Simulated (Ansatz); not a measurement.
**GaP (F-43m): G0W0 under other settings**

Aim: change settings of a G0W0 run on GaP (F-43m) and see what moves.

Program: Ansatz 0.2.0. Level of theory: G0W0 on PBE, plane waves, PAW. Results are calculated unless marked as measured.

## 1. Set-up

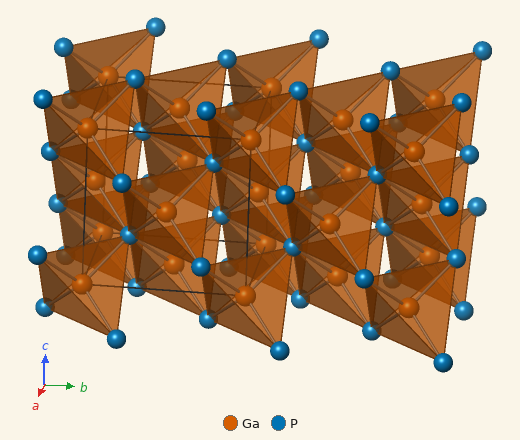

The starting structure, seen slightly off an axis (gallium orange, phosphorus blue). 1×2×1 cells are drawn. This picture shows the conventional cell, with its axes. Some periodic images of atoms are drawn too.

The cell and positions come from the Crystallography Open Database and are kept as given unless a step says otherwise. The default PAW set here is soft_2. Its files were made with PBE.

## 2. The base run: 4×4×4 mesh, 120 empty bands, screening to 120 eV

G0W0 replaces the xc potential by the self-energy, built once from these orbitals. Only a window of levels is corrected, while the sums run over the empty bands that the input names.

Contents of input.yaml:

```yaml
crystal:
  lattice:
    - [0.0, 2.72525, 2.72525]
    - [2.72525, 0.0, 2.72525]
    - [2.72525, 2.72525, 0.0]
  atoms:
    - { symbol: Ga, position: [0.0, 0.0, 0.0] }
    - { symbol: P, position: [0.25, 0.25, 0.25] }
kpoints:
  mp_grid: { grid: [4, 4, 4] }
hamiltonian:
  xc: pbe
scf:
  occupations: { method: fixed }
gw:
  n_empty_bands: 120
  ecut_chi: 120
  qp_bands: [v2, c2]
  qp_kpoints: band_edges
  screening: { model: contour_deformation }
```

On the command line:

```sh
$ ansatz run input.yaml --threads 3 --pin off --max-ram 64512MiB --backend cuda --events-out ev --progress --plain --runs-dir out --devices 1 --max-vram 24GiB  # rebuilt from the run's record
```

Numbers of over 12 decimals in the logs are rounded to 6 here.

What it wrote:

```text
GPUs: using 1 of 1 available (devices: 1).
Engine: ansatz 0.2.0, x86_64-unknown-linux-gnu
Pseudopotentials: kind: paw
Pseudopotential: Ga, paw, valence charge 13, recommended cutoff 420 eV (normal), Ga.paw.azcp
Pseudopotential: P, paw, valence charge 5, recommended cutoff 420 eV (normal), P.paw.azcp
Functional definition: PBE
  parameter kappa = 0.804
  parameter beta = 0.066725
  exchange = pbe_x(kappa = kappa, mu = beta*pi^2/3)
  correlation = pbe_c(beta = beta)
device memory: the entry about to start is reckoned to put 0.8 GiB on a device that reports 66.2 GiB free (of which the cap on the GPU budget leaves the run 24.0 GiB)
GPU FFT provider: cuFFT
GPU libraries: cuBLAS 13.8.2, cuFFT 12.4.0, cuSOLVER 12.3.4
Crystal: 2 atoms, lattice volume = 40.481 Å³
Basis set: ecut = 420 eV, 749 PW (Γ)
Bands: 13, of which v1, the nominal top of the filled ones, is band 9 counted from 1 (8 counted from 0)
Symmetry: 24 space group operations
Space group: F-43m (ITA 216), of the structure as read, at distance tolerance 3.4e-5 Å
k-points: 8 of 64 (time reversal used)
Non-local potential: Ga, projectors of the file, l = 0: 2, l = 1: 2, l = 2: 3, l = 3: 1
Non-local potential: P, projectors of the file, l = 0: 2, l = 1: 2, l = 2: 2
PAW form: soft (Blöchl's): semilocal exchange-correlation on the pseudo side does not see the compensation charge
PAW one-centre angular grid: Ga, 590 points (default); XC on 64 Gauss nodes
PAW one-centre angular grid: P, 110 points (default); XC on 64 Gauss nodes
Initial density: superposition of atomic densities (neutral atoms: chi_scale 0, normalization atom), corrected by the library's trained network
Initial wavefunctions: pseudopotential atomic-orbital guess
GPU buffer pool allocated for 19683 grid points (all kernels)
GPU transforms: local potential and band sums: pruned to the plane-wave sphere, on 25×25×25
Functional: x = pbe(κ = 0.804, μ = 0.219515), c = pbe(β = 0.066725)
SCF iter   1: F=—  HF=-4539.409009 eV  |F-HF|=—  |Δ(HF+E_count)|=         —  Δρ=1.83e-3  dr2=8.23e-4  ethr=1.77e-3  ⟨swp⟩=5.0  Hψ=552  notcnv=0  defer=13
preconditioner: auto → none  [insulator: Δε(μ)=1.644 eV  Ē_g=15.445 eV  n_scr=14 (ndim 8)  ℏωp=24.8 eV  f_vac=0.011  ε∞_Penn≈3.6]
SCF iter   2: F=—  HF=-4539.408137 eV  |F-HF|=—  |Δ(HF+E_count)|=   8.72e-4  Δρ=8.44e-4  dr2=1.66e-4  ethr=4.57e-6  ⟨swp⟩=2.8  Hψ=275  notcnv=0  defer=12
SCF iter   3: F=—  HF=-4539.408041 eV  |F-HF|=—  |Δ(HF+E_count)|=   9.56e-5  Δρ=3.05e-4  dr2=1.91e-5  ethr=9.21e-7  ⟨swp⟩=2.0  Hψ=192  notcnv=0  defer=12
SCF iter   4: F=—  HF=-4539.408057 eV  |F-HF|=—  |Δ(HF+E_count)|=   1.59e-5  Δρ=1.28e-4  dr2=3.40e-6  ethr=1.06e-7  ⟨swp⟩=2.5  Hψ=137  notcnv=0  defer=8
[...]
E_nonlocal   = 459.085496
  E_hartree    = 1018.098864
  E_xc         = -130.813253
  E_vxc        = -119.085699  (∫ρ·V_xc dr)
  E_paw        = -2558.735572  (= ΣΔE_a)
  E_vpaw       = -419.612490  (= ΣTr[D̂ρ^β])
  E_aug_tail   = -0.000104  (compensation charges beyond the density's cutoff)
  E_ewald      = -1312.644944
  E_smearing   = -0.000000  (= −TS)
  E_closure    = 0.000000  (closes the sum)
  Σ components = -4539.408063   (vs F -4539.408063, Δ=0.00e0)
--- Band table (eV; the first three rows and the last of 8) ---
  k-point 0: bands = [... 5 lower, -5.3690, 7.1316, 7.1316, 7.1316, 8.9509, 10.9864, 10.9864, 10.9864]
  k-point 1: bands = [... 5 lower, -4.5925, 3.2440, 6.4645, 6.4645, 9.2706, 11.8439, 11.8439, 13.4732]
  k-point 2: bands = [... 5 lower, -3.2973, 0.4779, 6.0070, 6.0070, 8.7872, 11.8176, 11.8176, 15.3976]
  k-point 7: bands = [... 5 lower, -2.2986, 0.5580, 3.5434, 3.6948, 11.8190, 11.9815, 13.2063, 13.2586]
--- G₀W₀: contour deformation, 6 samples at zero and on the imaginary axis and 2 off it, 64 q-points, 120 empty bands' worth ---
  eigenvalues of the whole cell's RPA ε∞ on this k-mesh (on a slab, of 1 + 4πα/V) = 18.1360, 18.1360, 18.1360; static W/v taken at q = 0 is 0.055139
  bands read: the sum over 129 bands ends inside a degenerate multiplet in 2 slots, whose members it reads at an even weight; the widest, k=1: bands 129 to 130 (counted from 1) at 1/2 each
  gw.qp_kpoints: band_edges: 6 of 8 stored k-points solved, in 1 pass; an edge of the gap read off the rows below is read off those points alone
    valence top: of the k-points left out ik 5 came nearest to being solved in a further pass, in band 9 (counted from 1, as in the quasiparticle table): it holds the edge there only if its correction is more favourable than any solved in that band by at least 1.209 eV; those differ by 0.108 eV
    conduction bottom: of the k-points left out ik 4 came nearest to being solved in a further pass, in band 10 (counted from 1, as in the quasiparticle table): it holds the edge there only if its correction is more favourable than any solved in that band by at least 0.810 eV; those differ by 0.421 eV
    ik  band        ε_KS         Σx   Σc(E_QP)       V_xc       Z   E_QP_lin       E_QP  E_QP is
     0     8      7.1316   -17.4010     1.4898   -15.3972  0.7649     6.6145     6.6175  root
     0     9      7.1316   -17.4010     1.4898   -15.3972  0.7649     6.6145     6.6175  root
     0    10      8.9509   -10.4869    -4.4254   -15.2509  0.7754     9.2909     9.2895  root
     0    11     10.9864    -7.3573    -4.4710   -12.0189  0.7740    11.1777    11.1769  root
     1     8      6.4645   -16.8948     1.6366   -14.7184  0.7622     5.9208     5.9246  root
     1     9      6.4645   -16.8948     1.6366   -14.7184  0.7622     5.9208     5.9246  root
     1    10      9.2706    -8.9947    -4.2850   -13.5195  0.7781     9.5111     9.5104  root
     1    11     11.8439    -7.3997    -4.7078   -12.3000  0.7600    12.0367    12.0364  root
[...]
7     8      3.5434   -15.8077     2.5812   -12.5791  0.7316     2.8916     2.8960  root
     7     9      3.6948   -15.0892     2.3853   -12.0852  0.7316     3.0681     3.0760  root
     7    10     11.8190    -7.2995    -4.4622   -11.7704  0.7637    11.8277    11.8277  root
     7    11     11.9815    -8.8360    -5.1026   -14.2934  0.7435    12.3357    12.3364  root
[key lines of the parts left out:]
SCF converged after 6 iterations
Free energy (F): -4539.408063 eV
Fermi energy:    7.131628 eV
```

It took 5.6 s on 1 × NVIDIA H100 80GB HBM3 (shared by 3 runs) with 3 threads of AMD EPYC 7R13 (Zen 3), shared host; peak memory 1.1 GiB.

In the SCF lines HF is the Harris–Foulkes energy and dr2 the Hartree energy of the density residual, in eV; the loop may stop once dr2 is under the threshold and the program's other checks hold. Hψ counts applications of the Hamiltonian.

This step gave:

```yaml
bands_summed: 129
rpa_eps_infinity_on_this_mesh_eigenvalues: 18.14, 18.14, 18.14
plane_waves_in_the_screening_matrix: 113
q_points_in_the_mesh: 64
g0w0_gap_on_the_mesh: 2.061 eV
k_of_the_valence_top: 0, 0, 0
k_of_the_conduction_bottom: 0, -0.5, -0.5
starting_gap_on_the_mesh: 1.629 eV
z_at_the_valence_top: 0.7649
z_at_the_conduction_bottom: 0.7917
least_direct_g0w0_gap_on_the_computed_points: 2.672 eV
```

The gap on the mesh goes from 1.63 eV to 2.06 eV, a correction of +0.43 eV. Between the two edge states, bare exchange in place of the xc potential would open the gap by 5.81 eV, and correlation takes back 5.38 eV.

## 3. Variant: fewer bands

Edit input.yaml of step 2 so:

```diff
@@ -15,4 +15,4 @@
 gw:
-  n_empty_bands: 120
-  ecut_chi: 120
+  n_empty_bands: 30
+  ecut_chi: 140
   qp_bands: [v2, c2]
```

What it wrote:

```text
GPUs: using 1 of 1 available (devices: 1).
[...]
GPU FFT provider: cuFFT
GPU libraries: cuBLAS 13.8.2, cuFFT 12.4.0, cuSOLVER 12.3.4
Crystal: 2 atoms, lattice volume = 40.481 Å³
Basis set: ecut = 420 eV, 749 PW (Γ)
Bands: 13, of which v1, the nominal top of the filled ones, is band 9 counted from 1 (8 counted from 0)
[... 1 set-up line as in the run before ...]
[...]
k-points: 8 of 64 (time reversal used)
[...]
GPU buffer pool allocated for 19683 grid points (all kernels)
[...]
SCF iter   1: F=—  HF=-4539.409009 eV  |F-HF|=—  |Δ(HF+E_count)|=         —  Δρ=1.83e-3  dr2=8.23e-4  ethr=1.77e-3  ⟨swp⟩=5.0  Hψ=552  notcnv=0  defer=13
[...]
SCF iter   6: F=-4539.408063 eV  HF=-4539.408063 eV  |F-HF|=4.38e-9  |Δ(HF+E_count)|=   8.71e-8  Δρ=9.97e-6  dr2=1.94e-8  ethr=5.56e-10  ⟨swp⟩=6.4  Hψ=528  notcnv=0
SCF 1 converged in 6 iterations: F = -4539.408063 eV  dr2 = 1.94e-8
[...]
NSCF: frozen V_eff on 8 k-points
[...]
G₀W₀ screening: q 1/8
[... further progress lines ...]
[...]
SCF converged after 6 iterations
Free energy (F): -4539.408063 eV
[...]
Internal energy: -4539.408063 eV  (E = F + TS)
E sigma→0 (E₀):  -4539.408063 eV
Fermi energy:    7.131628 eV
[...]
--- Band table (eV; the first three rows and the last of 8) ---
  k-point 0: bands = [... 5 lower, -5.3690, 7.1316, 7.1316, 7.1316, 8.9509, 10.9864, 10.9864, 10.9864]
  k-point 1: bands = [... 5 lower, -4.5925, 3.2440, 6.4645, 6.4645, 9.2706, 11.8439, 11.8439, 13.4732]
  k-point 2: bands = [... 5 lower, -3.2973, 0.4779, 6.0070, 6.0070, 8.7872, 11.8176, 11.8176, 15.3976]
  k-point 7: bands = [... 5 lower, -2.2986, 0.5580, 3.5434, 3.6948, 11.8190, 11.9815, 13.2063, 13.2586]
[...]
0     8      7.1316   -17.4010     1.8740   -15.3972  0.7657     7.0017     7.0019  root
     0     9      7.1316   -17.4010     1.8740   -15.3972  0.7657     7.0017     7.0019  root
     0    10      8.9509   -10.4869    -3.9724   -15.2509  0.7761     9.7512     9.7425  root
     0    11     10.9864    -7.3573    -4.0370   -12.0189  0.7745    11.6183    11.6109  root
     1     8      6.4645   -16.8948     2.0154   -14.7184  0.7629     6.3032     6.3035  root
     1     9      6.4645   -16.8948     2.0154   -14.7184  0.7629     6.3032     6.3035  root
     1    10      9.2706    -8.9947    -3.8532   -13.5195  0.7789     9.9484     9.9422  root
     1    11     11.8439    -7.3997    -4.2813   -12.3000  0.7609    12.4658    12.4629  root
[...]
7     8      3.5434   -15.8077     2.8839   -12.5791  0.7321     3.1982     3.1987  root
     7     9      3.6948   -15.0892     2.6973   -12.0852  0.7312     3.3860     3.3880  root
     7    10     11.8190    -7.2995    -4.1307   -11.7704  0.7647    12.1613    12.1592  root
     7    11     11.9815    -8.8360    -4.6326   -14.2934  0.7483    12.8107    12.8063  root
```

It took 5.6 s on 1 × NVIDIA H100 80GB HBM3 (shared by 3 runs) with 3 threads; peak memory 1 GiB; 4.9 s of CPU time.

Against the base:

```
              setting  base  variant
          empty bands   120       30
screening cutoff (eV)   120      140
```

```
                                    quantity  variant   base
                    starting gap on the mesh    1.629  1.629
                        G0W0 gap on the mesh    1.975  2.061
least direct G0W0 gap on the computed points    2.741  2.672
                        Z at the valence top    0.766  0.765
                  Z at the conduction bottom    0.792  0.792
```

## 4. Results

| Property | Result |
| --- | --- |
| base | 2.06 eV, 5.6 s |
| fewer bands | 1.97 eV, 5.6 s |

In words: Fewer bands: the gap moves by −0.09 eV; such settings are too crude to quote. The variant differs from the base in empty bands and screening cutoff together, so the change can't be laid to one of them. All runs here use a coarse mesh and modest cutoffs; they test settings and are not final values. The 4×4×4 mesh is coarse for this cell (its supercell is 15 Å along the shortest edge). The RPA ε∞ on it, from the PBE start, is 18.14; such meshes misread the long-range screening, most where the gap is narrow. The many-body steps are scalar-relativistic: spin-orbit coupling is not in them.

[Paths, hosts, dates, memory and timing lines, banners, echoed tables and standing remarks are left out of the program output.]

[Logs are printed without paths, hosts, clocks, repeated set-up lines and the standing remarks that a program may print on its own settings, such as how far it seeks lower states.]

[Runs of the session that timed out or met a known fault of the program may be left out.]

[Cells called generated may have been cut or substituted from an entry of the Crystallography Open Database or the Materials Project.]

[Hosts, paths, dates, database ids (printed as entryN), source tags and the programs' standing remarks are cut or masked in the printed files.]
